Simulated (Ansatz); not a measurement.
**Single-point calculation of Al₃N**

System: Al₃N (Pm-3m, 4 atoms in the cell).
Method: DFT PBE, scalar-relativistic, plane waves, PAW, spin-polarised (Ansatz 0.2.0).

The structure was made by swapping elements on the sites of another compound; it need not be a known phase. It belongs to a series of runs on one base structure; here: anti-ReO3 type (Pm-3m, No. 221).

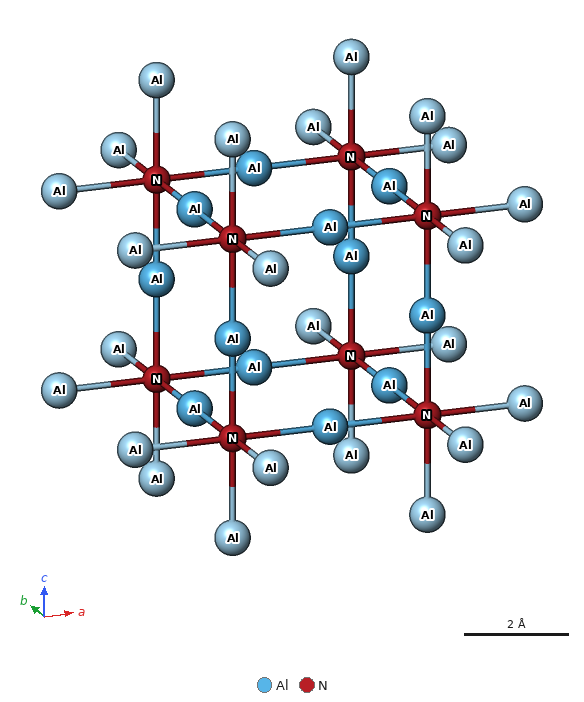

The structure (ball-and-stick view of the cell of the calculation, seen at an oblique angle; neighbours outside the cell are drawn fainter).

Input file:
```yaml
crystal:
  lattice:
    - [4.0388477949, 0.0, 0.0]
    - [0.0, 4.0388477949, 0.0]
    - [0.0, 0.0, 4.0388477949]
  atoms:
    - { symbol: Al, position: [0.5, 0.0, 0.0] }
    - { symbol: Al, position: [0.0, 0.5, 0.0] }
    - { symbol: Al, position: [0.0, 0.0, 0.5] }
    - { symbol: "N", position: [0.0, 0.0, 0.0], spin: 1.0 }
basis:
  ecutwfc: 420
kpoints:
  mp_grid: { grid: [4, 4, 4] }
hamiltonian:
  xc: pbe
scf:
  occupations: { method: gaussian, width: 0.1 }
  lower_state_search: "off"
output:
  forces: true
  stress: true
  eigenvalues: true
  populations: true
magnetization:
  spin_polarized: true
```

Launch command:
```bash
ansatz run input.yaml --threads 1 --pin off --max-ram 2560MiB --backend cpu --events-out ev --progress --plain --runs-dir out
```

The program's output:
```
Engine: ansatz 0.2.0, x86_64-unknown-linux-gnu
Pseudopotentials: kind: paw
Pseudopotential: Al, paw, valence charge 3, recommended cutoff 420 eV (normal), Al.paw.azcp
Pseudopotential: N, paw, valence charge 5, recommended cutoff 420 eV (normal), N.paw.azcp
Functional definition: PBE
  parameter kappa = 0.804
  parameter beta = 0.06672455060314922
  exchange = pbe_x(kappa = kappa, mu = beta*pi^2/3)
  correlation = pbe_c(beta = beta)
Crystal: 4 atoms, lattice volume = 65.883 Å³
Basis set: ecut = 420 eV, 1309 PW (Γ), exchange–correlation on 54×54×54 points (8 copies of the dense FFT grid, shifted against one another)
Bands: 12, of which v1, the nominal top of the filled ones, is band 7 counted from 1 (6 counted from 0)
Symmetry: 48 space group operations
Space group: Pm-3m (ITA 221), of the structure as read, at distance tolerance 4.0e-5 Å
Magnetic group: BNS 221.92 (UNI 1594), of the structure as read, at distance tolerance 4.0e-5 Å
k-points: 10 of 64
Non-local potential: Al, projectors of the file, l = 0: 2, l = 1: 2, l = 2: 1
Non-local potential: N, projectors of the file, l = 0: 2, l = 1: 2, l = 2: 1
PAW form: soft (Blöchl's): semilocal exchange-correlation on the pseudo side does not see the compensation charge
PAW one-centre angular grid: Al, 110 points (default); XC on 64 Gauss nodes
PAW one-centre angular grid: N, 110 points (default); XC on 64 Gauss nodes
Initial density: superposition of atomic densities (chi_scale 0.1, normalization cell, long waves kept (reshape's long-wave potential 0.02 eV rms))
Starting moments: Σ|m| = 1 μB on 1 of 4 sites
Initial wavefunctions: pseudopotential atomic-orbital guess
Functional: x = pbe(κ = 0.804, μ = 0.2195149727645171), c = pbe(β = 0.06672455060314922)
SCF iter   1: F=—  HF=-1995.700438 eV  |F-HF|=—  |Δ(HF+E_count)|=         —  Δρ=5.77e-2 (↑1.80e-2 ↓5.77e-2)  dr2=4.30e0  dr2_m=3.51e-1  M=0.135 μB ∫|m|=0.216 μB  β_m=0.30  ethr=3.10e-3  ⟨swp⟩=7.2  Hψ=1675  notcnv=0
preconditioner: auto → none  [metal: Δε(μ)=0.051 eV  Ē_g=8.266 eV  σ=0.100 eV  W_gap=0.28  n_scr=6 (ndim 8)  ℏωp=15.8 eV  f_vac=0.000  D(μ)=1.61/eV (n_scr^D=6)  sad-step TF]
SCF iter   2: F=—  HF=-1995.021189 eV  |F-HF|=—  |Δ(HF+E_count)|=   6.79e-1  Δρ=3.11e-2 (↑1.42e-2 ↓3.11e-2)  dr2=9.14e-1  dr2_m=2.05e-1  M=0.044 μB ∫|m|=0.179 μB  β_m=0.30  ethr=3.10e-3  ⟨swp⟩=2.2  Hψ=626  notcnv=0  defer=15
SCF iter   3: F=—  HF=-1994.873418 eV  |F-HF|=—  |Δ(HF+E_count)|=   1.48e-1  Δρ=1.68e-2 (↑1.68e-2 ↓1.41e-2)  dr2=1.24e-1  dr2_m=1.09e-1  M=0.084 μB ∫|m|=0.147 μB  β_m=0.30  ethr=3.10e-3  ⟨swp⟩=2.2  Hψ=456  notcnv=0  defer=15
SCF iter   4: F=—  HF=-1994.860220 eV  |F-HF|=—  |Δ(HF+E_count)|=   1.32e-2  Δρ=1.03e-2 (↑1.02e-2 ↓1.03e-2)  dr2=2.16e-3  dr2_m=6.32e-2  M=0.063 μB ∫|m|=0.117 μB  β_m=0.30  ethr=8.87e-4  ⟨swp⟩=2.1  Hψ=435  notcnv=0  defer=16
SCF iter   5: F=—  HF=-1994.876734 eV  |F-HF|=—  |Δ(HF+E_count)|=   1.65e-2  Δρ=7.96e-3 (↑7.96e-3 ↓7.82e-3)  dr2=3.42e-4  dr2_m=3.75e-2  M=0.050 μB ∫|m|=0.096 μB  β_m=0.30  ethr=1.55e-5  ⟨swp⟩=2.1  Hψ=345  notcnv=0  defer=16
SCF iter   6: F=—  HF=-1994.886629 eV  |F-HF|=—  |Δ(HF+E_count)|=   9.89e-3  Δρ=6.12e-3 (↑6.11e-3 ↓6.12e-3)  dr2=1.83e-5  dr2_m=2.26e-2  M=0.038 μB ∫|m|=0.077 μB  β_m=0.30  ethr=2.45e-6  ⟨swp⟩=2.0  Hψ=361  notcnv=0  defer=16
SCF iter   7: F=—  HF=-1994.892494 eV  |F-HF|=—  |Δ(HF+E_count)|=   5.86e-3  Δρ=4.79e-3 (↑4.72e-3 ↓4.79e-3)  dr2=8.22e-6  dr2_m=1.37e-2  M=0.030 μB ∫|m|=0.063 μB  β_m=0.30  ethr=1.31e-7  ⟨swp⟩=3.1  Hψ=463  notcnv=0  defer=16
Mixer restart at iter 7: flushing history
spin-set hold released at iteration 7 (site moments contracting): the magnetisation degrees of freedom join the quasi-Newton model from the next iteration; the mixer history was flushed
SCF iter   8: F=—  HF=-1994.895985 eV  |F-HF|=—  |Δ(HF+E_count)|=   3.49e-3  Δρ=3.73e-3 (↑3.68e-3 ↓3.73e-3)  dr2=4.60e-6  dr2_m=8.30e-3  M=0.024 μB ∫|m|=0.051 μB  β_m=0.61  ethr=5.87e-8  ⟨swp⟩=3.2  Hψ=479  notcnv=0  defer=16
SCF iter   9: F=—  HF=-1994.901334 eV  |F-HF|=—  |Δ(HF+E_count)|=   5.35e-3  Δρ=3.61e-4 (↑3.61e-4 ↓2.96e-4)  dr2=3.52e-6  dr2_m=6.50e-5  M=0.002 μB ∫|m|=0.008 μB  β_m=0.82  ethr=3.29e-8  ⟨swp⟩=4.0  Hψ=574  notcnv=0  defer=16
SCF iter  10: F=—  HF=-1994.901611 eV  |F-HF|=—  |Δ(HF+E_count)|=   2.76e-4  Δρ=1.29e-4 (↑6.54e-5 ↓1.29e-4)  dr2=2.23e-5  dr2_m=1.96e-6  M=0.000 μB ∫|m|=0.002 μB  β_m=0.76  ethr=2.51e-8  ⟨swp⟩=2.6  Hψ=448  notcnv=0  defer=16
SCF iter  11: F=—  HF=-1994.901612 eV  |F-HF|=—  |Δ(HF+E_count)|=   1.04e-6  Δρ=9.46e-5 (↑9.46e-5 ↓5.98e-5)  dr2=1.58e-5  dr2_m=8.12e-7  M=0.000 μB ∫|m|=0.001 μB  β_m=0.62  ethr=2.51e-8  ⟨swp⟩=2.7  Hψ=421  notcnv=0  defer=16
SCF iter  12: F=—  HF=-1994.901610 eV  |F-HF|=—  |Δ(HF+E_count)|=   1.41e-6  Δρ=3.67e-5 (↑3.67e-5 ↓2.21e-5)  dr2=2.20e-6  dr2_m=1.28e-7  M=0.000 μB ∫|m|=0.000 μB  β_m=0.73  ethr=2.51e-8  ⟨swp⟩=2.0  Hψ=325  notcnv=0  defer=16
iter 13 did not close the SCF: its close was put off for a magnetic moment that had not settled (scf_convergence_deferred on its scf_iter line)
SCF iter  13: F=-1994.901610 eV  HF=-1994.901610 eV  |F-HF|=5.81e-8  |Δ(HF+E_count)|=   1.54e-7  Δρ=7.38e-6 (↑7.38e-6 ↓4.31e-6)  dr2=8.28e-8  dr2_m=5.95e-9  M=0.000 μB ∫|m|=0.000 μB  β_m=0.87  ethr=7.14e-10  ⟨swp⟩=6.7  Hψ=1187  notcnv=0
iter 14 did not close the SCF: its close was put off for a magnetic moment that had not settled (scf_convergence_deferred on its scf_iter line)
SCF iter  14: F=-1994.901610 eV  HF=-1994.901610 eV  |F-HF|=3.22e-10  |Δ(HF+E_count)|=   5.59e-9  Δρ=7.41e-7 (↑7.41e-7 ↓4.35e-7)  dr2=7.35e-10  dr2_m=9.21e-11  M=0.000 μB ∫|m|=0.000 μB  β_m=0.93  ethr=5.92e-10  ⟨swp⟩=2.1  Hψ=758  notcnv=0
SCF iter  15: F=-1994.901610 eV  HF=-1994.901610 eV  |F-HF|=1.82e-12  |Δ(HF+E_count)|=  3.20e-10  Δρ=3.86e-8 (↑3.86e-8 ↓3.27e-8)  dr2=6.04e-13  dr2_m=5.59e-13  M=-0.000 μB ∫|m|=0.000 μB  ethr=5.25e-12  ⟨swp⟩=1.0  Hψ=664  notcnv=0
WARN: the starting moments were not kept: the SCF closed with an absolute magnetisation of 1.6e-6 μB, where they sum to 1 μB in size (1 site). That is at most 0.1 of that sum. Measured as dr2_m measures the in/out step, that magnetisation stands 1.3e-13 eV from none, at or under the dr2_threshold of 1.0e-7 eV: it is no larger than a step whose dr2_m would equal this threshold. The system may hold no moment; this SCF shows only that its start led to no more than that. To try another start: raise the starting moments (crystal.atoms[].spin, magnetization.per_species, magnetization.initial_magnetization, or on a non-collinear deck that types none of these the spinor_matrix: blocks that start its atoms; where the total moment is fixed, keep their sum and leave initial_magnetization as it is; typed ones take the place of any that the run laid by itself, positive ones on a crystal's lanthanoids without a Hubbard term where scf.initial_density.shell_occupations: [] is typed) or, if the notice of its spin-set hold's release reads "site moments contracting" or "site moments show no strong build", lengthen the hold (scf.mixing.spin_hold: { on: { confirm: 4 } }; for m-r²SCAN on two components see the key's manual first). Each may lead to a state that holds a moment. A second SCF, from the converged charge density, with the starting moments and any scf.initial_density.shell_occupations laid on it anew, would have followed, and was not run: the deck does not ask for one (magnetization.retry_lost_moments is false, the default). To let it run, set magnetization.retry_lost_moments: true and run the deck again, where that key's refused combinations let it; where memory then withholds it, that run's warning says so.
SCF 1 converged in 15 iterations: F = -1994.901610 eV  dr2 = 6.04e-13
  greatest PAW one-centre occupation: 0.814 electrons in one spin orbital (limit 2), on the N atom at site 3 (counted from 0), in its partial waves of l = 0
```

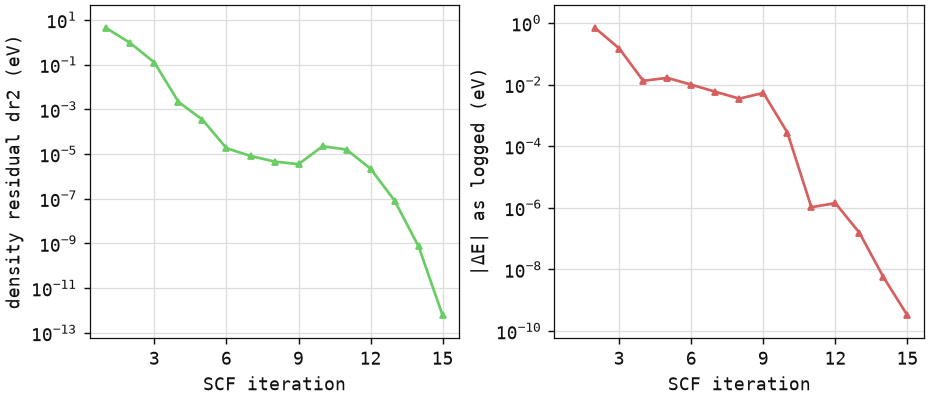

Convergence of the self-consistent field: density residual dr2 and size of the energy change against the SCF iteration. The residual comes down, with one marked jump up, by a factor of about 6, at step 10.

```
SCF converged after 15 iterations
Magnetization: -0.0000 μB (7.0000 up, 7.0000 down)
Absolute magnetization: 0.0000 μB (∫|ρ↑−ρ↓|, with the PAW one-centre terms)
Spin contamination: 0.0000 ħ² per cell (⟨S²⟩ above its minimum at these occupations)
Per-site moments (μB) at R_I (Å): [(-5.46910909704415e-8, 0.833012357698125), (-5.469109099162093e-8, 0.833012357698125), (-5.469109094690843e-8, 0.833012357698125), (1.5184047052302625e-7, 0.833012357698125)]
Free energy (F): -1994.901610 eV
Harris-Foulkes:  -1994.901610 eV  (|F-HF|=1.82e-12)
Internal energy: -1994.895304 eV  (E = F + TS)
E sigma→0 (E₀):  -1994.898457 eV
Entropy (-TS):   -0.006306 eV (-1.577 meV/atom)
Fermi energy:    6.449484 eV
--- Per-component energies (eV) ---
  E_band       = -0.082385
  E_kinetic    = 200.853337
  E_local      = -374.339200  (includes V_loc(G=0)·N_el)
  E_nonlocal   = 74.984223
  E_hartree    = 145.016645
  E_xc         = -178.303335
  E_vxc        = -162.119582  (∫ρ·V_xc dr)
  E_paw        = -1528.630625  (= ΣΔE_a)
  E_vpaw       = -29.494556  (= ΣTr[D̂ρ^β])
  E_aug_tail   = 0.000088  (compensation charges beyond the density's cutoff)
  E_ewald      = -334.476437
  E_smearing   = -0.006306  (= −TS)
  E_closure    = 0.000000  (closes the sum)
  Σ components = -1994.901610   (vs F -1994.901610, Δ=0.00e0)
--- Forces (eV/Å), atoms counted from 1 ---
  atom   1  Al    -0.00000000    -0.00000000    -0.00000000
  atom   2  Al     0.00000000    -0.00000000     0.00000000
  atom   3  Al     0.00000000    -0.00000000    -0.00000000
  atom   4  N     -0.00000000    -0.00000000     0.00000000
  max |Σ_I F_I| component: 4.85e-31 eV/Å
--- Stress (GPa, compression-positive) ---
       -2.223250      -0.000000       0.000000
        0.000000      -2.223250       0.000000
        0.000000       0.000000      -2.223250
  P = ⅓ Tr σ = -2.2233 GPa (-22.233 kbar)
--- Band table (eV; the first three rows and the last of 20) ---
  k-point 0 ↑: bands = ["-10.9664", "-0.3171", "-0.3171", "-0.3171", "0.4627", "5.6696", "5.6696", "9.4128", "9.4128", "9.4128", "12.4559", "12.4559"]
  k-point 1 ↑: bands = ["-10.8561", "-1.6839", "-0.2125", "-0.2125", "1.6420", "5.6872", "6.2026", "8.5593", "8.5593", "9.8596", "10.4506", "11.0986"]
  k-point 2 ↑: bands = ["-10.7384", "-2.4471", "-0.1002", "-0.1002", "2.4386", "5.0445", "7.4142", "7.7912", "7.7912", "8.3211", "11.0360", "11.0360"]
  k-point 9 ↓: bands = ["-10.3454", "-1.4367", "-1.4367", "-1.4367", "3.9480", "3.9480", "3.9480", "8.0801", "8.8152", "8.8152", "8.8152", "11.8450"]
--- Löwdin populations: 4 sites ---
  site symbol       q [e]    m [muB]
     0     Al      2.5864    -0.0000
     1     Al      2.5864    -0.0000
     2     Al      2.5864    -0.0000
     3      N      6.0519     0.0000
  spilling = 0.013498 (of n_electrons = 14.000000)
```

File populations.tsv:
```
# site	symbol	l	j	q_up	q_dn
# orbitals = lowdin
# n_electrons = 14.000000
# spilling = 0.013498
0	Al	0_3S	-	0.394585	0.394585
0	Al	1_3P	-	0.898601	0.898601
1	Al	0_3S	-	0.394585	0.394585
1	Al	1_3P	-	0.898601	0.898601
2	Al	0_3S	-	0.394585	0.394585
2	Al	1_3P	-	0.898601	0.898601
3	N	0_2S	-	0.794940	0.794940
3	N	1_2P	-	2.231013	2.231013
```

Summary:

| quantity | value |
| --- | --- |
| outcome | converged |
| space group (tolerance 0.01 Å) | Pm-3m (221) |
| electrons treated | 14 |
| free energy | −1994.9016 eV |
| Fermi energy | 6.449 eV |
| gap on the k-point mesh | none (metallic) |
| net moment of the cell | 0.00 μB |
| integrated absolute moment | 0.00 μB |
| pressure | −2.22 GPa |
| largest force (length of the vector) | under 0.001 eV/Å |
| hardware | 1 thread of Intel Xeon (Granite Rapids), 192 GiB of memory available, shared host |
| wall time | 1.2 s |
| peak memory | 0.3 GiB |

The program warns: some starting moments were not kept.
